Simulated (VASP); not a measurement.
**Geometry relaxation of IrO₂ (part 3 of 3)**

The same run, continued: IrO₂ (6 atoms in the cell); Kohn-Sham DFT of a periodic cell, LDA, VASP PAW LDA potentials, recommended, no spin polarisation (VASP 6.6.1); cutoff 600 eV, 4×4×6 k-mesh, Gaussian smearing of 0.1 eV. The structure derives from an entry of the Crystallography Open Database.

Geometry of the input (Å; fractional positions):
```
4.5051  0.0000  0.0000
0.0000  4.5051  0.0000
0.0000  0.0000  3.1586
Ir 0.0000  0.0000  0.0000
Ir 0.5000  0.5000  0.5000
O  0.3077  0.3077  0.0000
O  0.1923  0.8077  0.5000
O  0.6923  0.6923  0.0000
O  0.8077  0.1923  0.5000
```

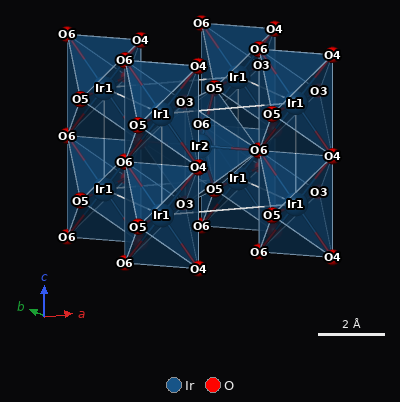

**Figure 1.** The geometry at step 4 of the log (polyhedral view of the cell of the calculation, seen slightly off an axis; polyhedra are completed across the faces of the cell; atoms are numbered from 1 in the order of the input).

### Parts of OUTCAR, continued
```
 -----------------------------------------------------------------------------------
    total drift:                                0.000000     -0.000000     -0.000000

  FREE ENERGIE OF THE ION-ELECTRON SYSTEM (eV)
  ---------------------------------------------------
  free  energy   TOTEN  =       -48.8308531694 eV

  energy  without entropy=      -48.8132056516  energy(sigma->0) =      -48.82202941

--------------------------------------- Ionic step        6  -------------------------------------------

 number of electron      41.9999989 magnetization

------------------------ aborting loop because EDIFF is reached ----------------------------------------

  FORCE on cell =-STRESS in cart. coord.  units (eV):
  Direction    XX          YY          ZZ          XY          YZ          ZX
  --------------------------------------------------------------------------------------
  -------------------------------------------------------------------------------------
  Total        0.1240232      0.1240232     -0.0488277     -0.0000000      0.0000000      0.0000000
  in kB        3.1899648      3.1899648     -1.2558826     -0.0000000      0.0000000      0.0000000
  external PRESSURE =       1.7080157 kB  Pullay stress =       0.0000000 kB

 VOLUME and BASIS-vectors are now :
 -----------------------------------------------------------------------------
  energy-cutoff  :      600.00
  volume of cell :       62.29
      direct lattice vectors                 reciprocal lattice vectors
     4.448659947 -0.000000000  0.000000000     0.224786792  0.000000000  0.000000000
     0.000000000  4.448659947  0.000000000     0.000000000  0.224786792  0.000000000
     0.000000000  0.000000000  3.147525117     0.000000000  0.000000000  0.317709935

 POSITION                                       TOTAL-FORCE (eV/Angst)
 -----------------------------------------------------------------------------------
      4.44866     -0.00000      0.00000         0.000000     -0.000000     -0.000000
      2.22433      2.22433      1.57376         0.000000     -0.000000     -0.000000
      1.37270      1.37270      3.14753         0.087866      0.087866      0.000000
      0.85163      3.59703      1.57376        -0.087866      0.087866     -0.000000
      3.07596      3.07596      0.00000        -0.087866     -0.087866     -0.000000
      3.59703      0.85163      1.57376         0.087866     -0.087866     -0.000000
 -----------------------------------------------------------------------------------
    total drift:                               -0.000000     -0.000000      0.000000

  FREE ENERGIE OF THE ION-ELECTRON SYSTEM (eV)
  ---------------------------------------------------
  free  energy   TOTEN  =       -48.8308614515 eV

  energy  without entropy=      -48.8132032494  energy(sigma->0) =      -48.82203235

--------------------------------------- Ionic step        7  -------------------------------------------

 number of electron      41.9999995 magnetization

------------------------ aborting loop because EDIFF is reached ----------------------------------------

  FORCE on cell =-STRESS in cart. coord.  units (eV):
  Direction    XX          YY          ZZ          XY          YZ          ZX
  --------------------------------------------------------------------------------------
  -------------------------------------------------------------------------------------
  Total       -0.0607011     -0.0607011      0.0121677      0.0000000      0.0000000      0.0000000
  in kB       -1.5602454     -1.5602454      0.3127544      0.0000000      0.0000000      0.0000000
  external PRESSURE =      -0.9359121 kB  Pullay stress =       0.0000000 kB

 VOLUME and BASIS-vectors are now :
 -----------------------------------------------------------------------------
  energy-cutoff  :      600.00
  volume of cell :       62.33
      direct lattice vectors                 reciprocal lattice vectors
     4.446917348 -0.000000000  0.000000000     0.224874879  0.000000000  0.000000000
    -0.000000000  4.446917348  0.000000000     0.000000000  0.224874879  0.000000000
     0.000000000  0.000000000  3.152069737     0.000000000  0.000000000  0.317251864

 POSITION                                       TOTAL-FORCE (eV/Angst)
 -----------------------------------------------------------------------------------
     -0.00000      4.44692      0.00000        -0.000000      0.000000     -0.000000
      2.22346      2.22346      1.57603        -0.000000      0.000000     -0.000000
      1.37645      1.37645      0.00000        -0.045133     -0.045133      0.000000
      0.84701      3.59991      1.57603         0.045133     -0.045133     -0.000000
      3.07047      3.07047      0.00000         0.045133      0.045133     -0.000000
      3.59991      0.84701      1.57603        -0.045133      0.045133     -0.000000
 -----------------------------------------------------------------------------------
    total drift:                                0.000000      0.000000      0.000000

  FREE ENERGIE OF THE ION-ELECTRON SYSTEM (eV)
  ---------------------------------------------------
  free  energy   TOTEN  =       -48.8315473406 eV

  energy  without entropy=      -48.8141915455  energy(sigma->0) =      -48.82286944

--------------------------------------- Ionic step        8  -------------------------------------------

 number of electron      41.9999993 magnetization

 Free energy of the ion-electron system (eV)
  ---------------------------------------------------
  ext. energy  EPLUGINS =         0.00000000
  ---------------------------------------------------
  free energy    TOTEN  =       -48.83179701 eV

  energy without entropy =      -48.81434199  energy(sigma->0) =      -48.82306950

 E-fermi :   6.3673     XC(G=0): -12.6452     alpha+bet :-12.0398

 val. band max:        6.3174154132   @ k =   0.5000   0.2500   0.3333
 cond. band min:       6.3829611715   @ k =   0.5000   0.2500   0.0000
 fundamental gap:      0.0655457583
 Fermi energy:         6.3672707933

 k-point     1 :       0.0000    0.0000    0.0000
  band No.  band energies     occupation
      1     -14.9052      2.00000
      2     -13.6104      2.00000
      3     -12.3693      2.00000
      4     -12.3693      2.00000
      5      -3.8283      2.00000
      6      -3.6273      2.00000
      7      -1.9708      2.00000
      8      -1.9708      2.00000
      9      -1.8739      2.00000
     10       0.9644      2.00000
     11       1.3046      2.00000
     12       1.3046      2.00000
     13       2.6286      2.00000
     14       3.3541      2.00000
     15       3.3541      2.00000
     16       3.7022      2.00000
     17       3.8260      2.00000
     18       3.8260      2.00000
     19       3.9513      2.00000
     20       4.0035      2.00000
     21       4.1487      2.00000
     22       7.2403      0.00000
     23       7.7193      0.00000
     24      10.6510      0.00000
     25      10.7125      0.00000

 k-point     2 :       0.2500    0.0000    0.0000
  band No.  band energies     occupation
      1     -14.6468      2.00000
      2     -13.5982      2.00000
      3     -12.6870      2.00000
      4     -12.5336      2.00000
      5      -3.2017      2.00000
      6      -3.1335      2.00000
      7      -1.9217      2.00000
      8      -1.8991      2.00000
      9      -1.4199      2.00000
     10       0.4184      2.00000
     11       0.5420      2.00000
     12       0.7874      2.00000
     13       1.7534      2.00000
     14       1.9124      2.00000
     15       2.8978      2.00000
     16       3.6990      2.00000
     17       4.2628      2.00000
     18       4.3583      2.00000
     19       4.6451      2.00000
     20       4.6610      2.00000
     21       4.8620      2.00000
     22       7.1941      0.00000
     23       8.2510      0.00000
     24      10.3043      0.00000
     25      10.3796      0.00000

 k-point     3 :       0.5000    0.0000    0.0000
  band No.  band energies     occupation
      1     -14.0046      2.00000
      2     -14.0046      2.00000
      3     -12.8272      2.00000
      4     -12.8272      2.00000
      5      -2.3309      2.00000
      6      -2.3309      2.00000
      7      -1.8460      2.00000
      8      -1.8460      2.00000
      9      -0.5472      2.00000
     10      -0.5472      2.00000
     11      -0.0461      2.00000
     12      -0.0461      2.00000
     13       0.9145      2.00000
     14       0.9145      2.00000
     15       3.1040      2.00000
     16       3.1040      2.00000
     17       4.7430      2.00000
     18       4.7430      2.00000
     19       5.0318      2.00000
     20       5.0318      2.00000
     21       6.0877      1.99992
     22       6.0877      1.99992
     23      10.0091      0.00000
     24      10.0091      0.00000
     25      10.1325      0.00000

 k-point     4 :       0.2500    0.2500    0.0000
  band No.  band energies     occupation
      1     -14.4879      2.00000
      2     -13.6830      2.00000
      3     -12.8648      2.00000
      4     -12.4593      2.00000
      5      -3.7162      2.00000
      6      -2.2930      2.00000
      7      -2.0206      2.00000
      8      -1.8452      2.00000
      9      -1.0234      2.00000
     10      -0.5348      2.00000
     11       0.7892      2.00000
     12       1.1069      2.00000
     13       1.9243      2.00000
     14       1.9973      2.00000
     15       2.4142      2.00000
     16       3.3957      2.00000
     17       3.8473      2.00000
     18       3.8723      2.00000
     19       4.7842      2.00000
     20       5.0559      2.00000
     21       5.5236      2.00000
     22       7.0155      0.00000
     23       8.3643      0.00000
     24      10.0042      0.00000
     25      10.6422      0.00000

 k-point     5 :       0.5000    0.2500    0.0000
  band No.  band energies     occupation
      1     -14.0843      2.00000
      2     -14.0843      2.00000
      3     -12.6811      2.00000
      4     -12.6811      2.00000
      5      -3.1745      2.00000
      6      -3.1745      2.00000
      7      -1.9659      2.00000
      8      -1.9659      2.00000
      9      -0.0145      2.00000
     10      -0.0145      2.00000
     11       0.9452      2.00000
     12       0.9452      2.00000
     13       1.3211      2.00000
     14       1.3211      2.00000
     15       2.5415      2.00000
     16       2.5415      2.00000
     17       4.4536      2.00000
     18       4.4536      2.00000
     19       4.4998      2.00000
     20       4.4998      2.00000
     21       6.3830      0.82440
     22       6.3830      0.82440
     23       9.5592      0.00000
     24       9.5592      0.00000
     25      10.3364      0.00000

 [... the levels of 18 k-points are left out ...]

 k-point    24 :       0.5000    0.5000    0.5000
  band No.  band energies     occupation
      1     -13.2136      2.00000
      2     -13.2136      2.00000
      3     -13.1101      2.00000
      4     -13.1101      2.00000
      5      -2.2156      2.00000
      6      -2.2156      2.00000
      7      -1.8598      2.00000
      8      -1.8598      2.00000
      9      -1.3373      2.00000
     10      -1.3373      2.00000
     11       0.5376      2.00000
     12       0.5376      2.00000
     13       1.8940      2.00000
     14       1.8940      2.00000
     15       3.0186      2.00000
     16       3.0186      2.00000
     17       4.4718      2.00000
     18       4.4718      2.00000
     19       5.1102      2.00000
     20       5.1102      2.00000
     21       5.8808      2.00000
     22       5.8808      2.00000
     23       8.6297      0.00000
     24       8.6297      0.00000
     25       9.6892      0.00000

------------------------ aborting loop because EDIFF is reached ----------------------------------------

  FORCE on cell =-STRESS in cart. coord.  units (eV):
  Direction    XX          YY          ZZ          XY          YZ          ZX
  --------------------------------------------------------------------------------------
  -------------------------------------------------------------------------------------
  Total        0.0012427      0.0012427     -0.0089880     -0.0000000      0.0000000      0.0000000
  in kB        0.0319493      0.0319493     -0.2310779     -0.0000000      0.0000000      0.0000000
  external PRESSURE =      -0.0557264 kB  Pullay stress =       0.0000000 kB

 VOLUME and BASIS-vectors are now :
 -----------------------------------------------------------------------------
  energy-cutoff  :      600.00
  volume of cell :       62.32
      direct lattice vectors                 reciprocal lattice vectors
     4.447514280 -0.000000000  0.000000000     0.224844697  0.000000000  0.000000000
    -0.000000000  4.447514280  0.000000000     0.000000000  0.224844697  0.000000000
     0.000000000  0.000000000  3.150512965     0.000000000  0.000000000  0.317408629

 POSITION                                       TOTAL-FORCE (eV/Angst)
 -----------------------------------------------------------------------------------
      4.44751     -0.00000      0.00000         0.000000      0.000000      0.000000
      2.22376      2.22376      1.57526         0.000000      0.000000      0.000000
      1.37517      1.37517      3.15051         0.001115      0.001115      0.000000
      0.84859      3.59892      1.57526        -0.001115      0.001115      0.000000
      3.07235      3.07235      0.00000        -0.001115     -0.001115     -0.000000
      3.59892      0.84859      1.57526         0.001115     -0.001115     -0.000000
 -----------------------------------------------------------------------------------
    total drift:                                0.000000      0.000000     -0.000000

  FREE ENERGIE OF THE ION-ELECTRON SYSTEM (eV)
  ---------------------------------------------------
  free  energy   TOTEN  =       -48.8317970107 eV

  energy  without entropy=      -48.8143419875  energy(sigma->0) =      -48.82306950

 reached required accuracy - stopping structural energy minimisation
```

### CONTCAR
```
IrO2
   1.00000000000000
     4.4475142800294210   -0.0000000000000000    0.0000000000000000
    -0.0000000000000000    4.4475142800294210    0.0000000000000000
     0.0000000000000000    0.0000000000000000    3.1505129647749466
  Ir              O
     2     4
Direct
     1.0000000000000000    0.0000000000000000    0.0000000000000000
     0.5000000000000000    0.5000000000000000    0.5000000000000000
     0.3091988265694420    0.3091988265694420    1.0000000000000000
     0.1908011734305580    0.8091988265694419    0.5000000000000000
     0.6908011734305581    0.6908011734305581    0.0000000000000000
     0.8091988265694419    0.1908011734305580    0.5000000000000000

  0.00000000E+00  0.00000000E+00  0.00000000E+00
  0.00000000E+00  0.00000000E+00  0.00000000E+00
  0.00000000E+00  0.00000000E+00  0.00000000E+00
  0.00000000E+00  0.00000000E+00  0.00000000E+00
  0.00000000E+00  0.00000000E+00  0.00000000E+00
  0.00000000E+00  0.00000000E+00  0.00000000E+00
```

### Trajectory as extended XYZ (Å, eV, eV/Å), 8 frames, from step=0 to step=7
```
6
Lattice="4.5051 0.0000 0.0000 0.0000 4.5051 0.0000 0.0000 0.0000 3.1586" Properties=species:S:1:pos:R:3:forces:R:3 step=0 energy=-48.78173
Ir    0.0000    0.0000    0.0000    0.0000   0.0000   0.0000
Ir    2.2525    2.2525    1.5793    0.0000   0.0000   0.0000
O     1.3862    1.3862    0.0000    0.1372   0.1372   0.0000
O     0.8663    3.6388    1.5793   -0.1372   0.1372   0.0000
O     3.1189    3.1189    0.0000   -0.1372  -0.1372   0.0000
O     3.6388    0.8663    1.5793    0.1372  -0.1372   0.0000
6
Lattice="4.3882 0.0000 0.0000 0.0000 4.3882 0.0000 0.0000 0.0000 3.0735" Properties=species:S:1:pos:R:3:forces:R:3 step=1 energy=-48.62627
Ir    4.3882    0.0000    0.0000    0.0000   0.0000   0.0000
Ir    2.1941    2.1941    1.5367    0.0000   0.0000   0.0000
O     1.3567    1.3567    3.0735   -0.2386  -0.2386   0.0000
O     0.8374    3.5508    1.5367    0.2386  -0.2386   0.0000
O     3.0315    3.0315    0.0000    0.2386   0.2386   0.0000
O     3.5508    0.8374    1.5367   -0.2386   0.2386   0.0000
6
Lattice="4.4669 0.0000 0.0000 0.0000 4.4669 0.0000 0.0000 0.0000 3.1308" Properties=species:S:1:pos:R:3:forces:R:3 step=2 energy=-48.82649
Ir    0.0000    0.0000    0.0000    0.0000   0.0000   0.0000
Ir    2.2334    2.2334    1.5654    0.0000   0.0000   0.0000
O     1.3765    1.3765    0.0000    0.0381   0.0381   0.0000
O     0.8570    3.6099    1.5654   -0.0381   0.0381   0.0000
O     3.0904    3.0904    0.0000   -0.0381  -0.0381   0.0000
O     3.6099    0.8570    1.5654    0.0381  -0.0381   0.0000
6
Lattice="4.4661 0.0000 0.0000 0.0000 4.4661 0.0000 0.0000 0.0000 3.1302" Properties=species:S:1:pos:R:3:forces:R:3 step=3 energy=-48.82651
Ir    4.4661    0.0000    0.0000    0.0000   0.0000   0.0000
Ir    2.2331    2.2331    1.5651    0.0000   0.0000   0.0000
O     1.3763    1.3763    3.1302    0.0359   0.0359   0.0000
O     0.8568    3.6094    1.5651   -0.0359   0.0359   0.0000
O     3.0898    3.0898    0.0000   -0.0359  -0.0359   0.0000
O     3.6094    0.8568    1.5651    0.0359  -0.0359   0.0000
6
Lattice="4.4494 -0.0000 0.0000 0.0000 4.4494 0.0000 0.0000 0.0000 3.1468" Properties=species:S:1:pos:R:3:forces:R:3 step=4 energy=-48.83085
Ir    0.0000    0.0000    0.0000    0.0000   0.0000   0.0000
Ir    2.2247    2.2247    1.5734    0.0000   0.0000   0.0000
O     1.3729    1.3729    0.0000    0.0856   0.0856   0.0000
O     0.8518    3.5976    1.5734   -0.0856   0.0856   0.0000
O     3.0766    3.0766    0.0000   -0.0856  -0.0856   0.0000
O     3.5976    0.8518    1.5734    0.0856  -0.0856   0.0000
6
Lattice="4.4487 -0.0000 0.0000 0.0000 4.4487 0.0000 0.0000 0.0000 3.1475" Properties=species:S:1:pos:R:3:forces:R:3 step=5 energy=-48.83086
Ir    4.4487    0.0000    0.0000    0.0000   0.0000   0.0000
Ir    2.2243    2.2243    1.5738    0.0000   0.0000   0.0000
O     1.3727    1.3727    3.1475    0.0879   0.0879   0.0000
O     0.8516    3.5970    1.5738   -0.0879   0.0879   0.0000
O     3.0760    3.0760    0.0000   -0.0879  -0.0879   0.0000
O     3.5970    0.8516    1.5738    0.0879  -0.0879   0.0000
6
Lattice="4.4469 -0.0000 0.0000 -0.0000 4.4469 0.0000 0.0000 0.0000 3.1521" Properties=species:S:1:pos:R:3:forces:R:3 step=6 energy=-48.83155
Ir    0.0000    4.4469    0.0000    0.0000   0.0000   0.0000
Ir    2.2235    2.2235    1.5760    0.0000   0.0000   0.0000
O     1.3764    1.3764    0.0000   -0.0451  -0.0451   0.0000
O     0.8470    3.5999    1.5760    0.0451  -0.0451   0.0000
O     3.0705    3.0705    0.0000    0.0451   0.0451   0.0000
O     3.5999    0.8470    1.5760   -0.0451   0.0451   0.0000
6
Lattice="4.4475 -0.0000 0.0000 -0.0000 4.4475 0.0000 0.0000 0.0000 3.1505" Properties=species:S:1:pos:R:3:forces:R:3 step=7 energy=-48.83180
Ir    4.4475    0.0000    0.0000    0.0000   0.0000   0.0000
Ir    2.2238    2.2238    1.5753    0.0000   0.0000   0.0000
O     1.3752    1.3752    3.1505    0.0011   0.0011   0.0000
O     0.8486    3.5989    1.5753   -0.0011   0.0011   0.0000
O     3.0723    3.0723    0.0000   -0.0011  -0.0011   0.0000
O     3.5989    0.8486    1.5753    0.0011  -0.0011   0.0000
```

### Results in brief

- outcome: converged
- space group (tolerance 0.01 Å): P4₂/mnm (136)
- electrons treated: 42
- free energy: −48.8318 eV
- gap on the k-point mesh: none (metallic)
- pressure: −0.01 GPa
- final volume: 62.32 Å³
- largest force (length of the vector) at the end: 0.002 eV/Å
- final cell: a = 4.448 Å, b = 4.448 Å, c = 3.151 Å, α = 90.00°, β = 90.00°, γ = 90.00°
- hardware: 1 thread of Intel Xeon (Granite Rapids), 64 GiB of memory available, shared host
- wall time: 64 s
- peak memory: 0.19 GiB

### Remarks

Points of doubt noted for this run: lda forms differ. Spin–orbit coupling is left out, which matters for Ir.
